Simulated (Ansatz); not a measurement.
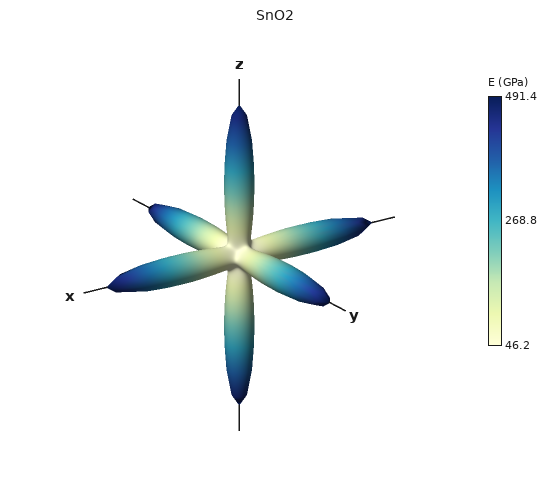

The picture above shows the Young's modulus as a surface whose radius and colour give its value in each direction for SnO₂, space group Fm-3m (No. 225) (cell built by us, not taken from a database).

The given structure:
```
CELL_PARAMETERS angstrom
0.00000 2.54255 2.54255
2.54255 0.00000 2.54255
2.54255 2.54255 0.00000
ATOMIC_POSITIONS crystal
Sn 0.00000 0.00000 0.00000
O 0.25000 0.25000 0.25000
O 0.75000 0.75000 0.75000
```

Calculation (Ansatz 0.2.0): plane-wave density functional theory, PAW datasets, Gaussian smearing 0.05 eV: elastic constants from the stress of strained cells with relaxed atoms, Voigt order in the Cartesian frame of the cell vectors, engineering shear strains. Level: PBEsol, no spin polarisation.

PAW set soft_2; wave cutoff 420 eV; k mesh 10×10×10.

### Between which limits does E lie over all directions?

Over all directions E runs from 46 to 491 GPa, a ratio of 11, a strong anisotropy.

### What is E along the Cartesian axes and along their diagonal?

E is 491 GPa along x, y and z alike, and 46 GPa along the body diagonal x + y + z.
